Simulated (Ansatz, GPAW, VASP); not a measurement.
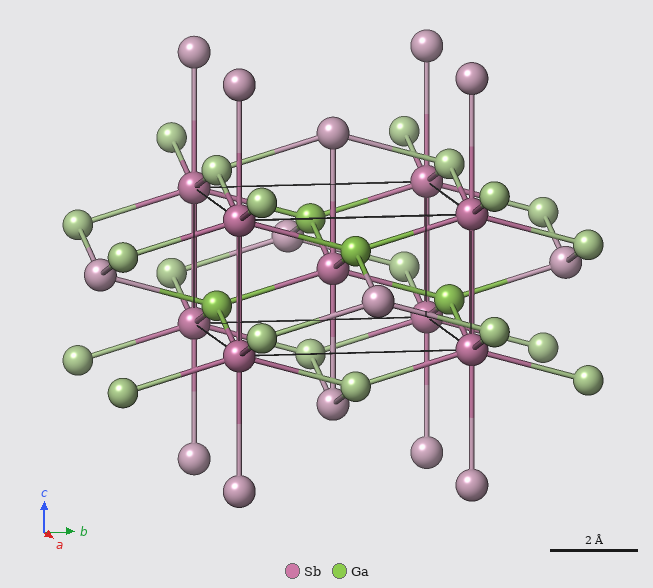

GaSb, space group I-4m2 (No. 119), a = 5.507 Å, b = 5.507 Å, c = 3.181 Å, α = 90.00°, β = 90.00°, γ = 90.00° (24.12 Å³/atom). A ball-and-stick rendering, viewed slightly off an axis. The edges of the conventional unit cell are marked. Atoms of adjacent cells appear where they bond to atoms in the box, in fainter colours. The cell is a structure listed in the Materials Project. Other forms of this composition are known.

The cell was scaled uniformly, at fixed shape and fractional positions, in four programs or potential sets. Alike in all runs: functional PBE; k mesh 10 × 10 × 10 on the run's cell of 2 atoms; occupations fermi-dirac, width 0.05 eV; no spin polarisation; no spin-orbit coupling.

Energies from Ansatz (Ansatz PAW soft_1):

```tsv
volume (Å³/atom)	E − E(lowest point) (meV/atom)
22.672	17.48
23.155	7.81
23.637	2.13
24.120	0.00
24.602	1.05
25.084	4.93
25.567	11.33
```

Q: What equilibrium volume and bulk modulus do these points give?

A: V0 = 24.19 Å³/atom, B0 = 51.9 GPa and B0′ = 4.7. V0 lies 0.3 % above the volume of the cell as given.

The same fit in all programs:

| program | V0 (Å³/atom) | B0 (GPa) | B0′ |
| --- | --- | --- | --- |
| Ansatz (Ansatz PAW soft_1) | 24.19 | 51.9 | 4.7 |
| VASP (PBE potentials, release 64 Sb, Ga_d) | ? | ? | ? |
| Ansatz LAPW (all-electron) | 24.19 | 51.9 | 4.7 |
| GPAW (PAW data 1.2.1) | 24.10 | 53.0 | 4.7 |

Q: Estimate the row of VASP (PBE potentials, release 64 Sb, Ga_d).

A: V0 = 24.20 Å³/atom, B0 = 52.1 GPa and B0′ = 4.7. The other rows span 24.10 to 24.19 Å³/atom and 51.9 to 53.0 GPa.

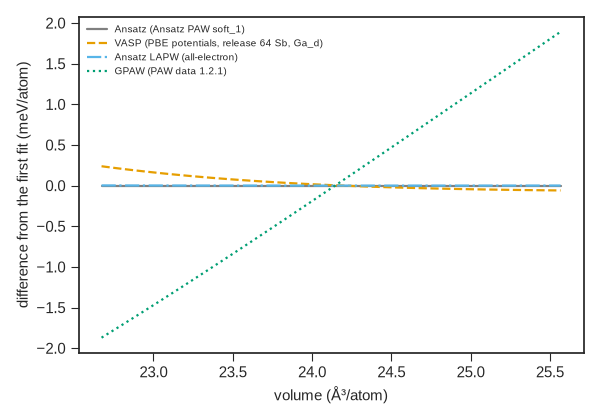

Each fitted curve, counted from its own minimum, less that of Ansatz (Ansatz PAW soft_1). With one functional throughout, the spread comes from potentials, basis sets and numerical settings; B0′ is uncertain by a few tenths over so narrow a range.

Caveat: the cell was scaled at fixed shape and fractional positions, which overstates the stiffness of a crystal with free parameters, most of all of layers and chains.
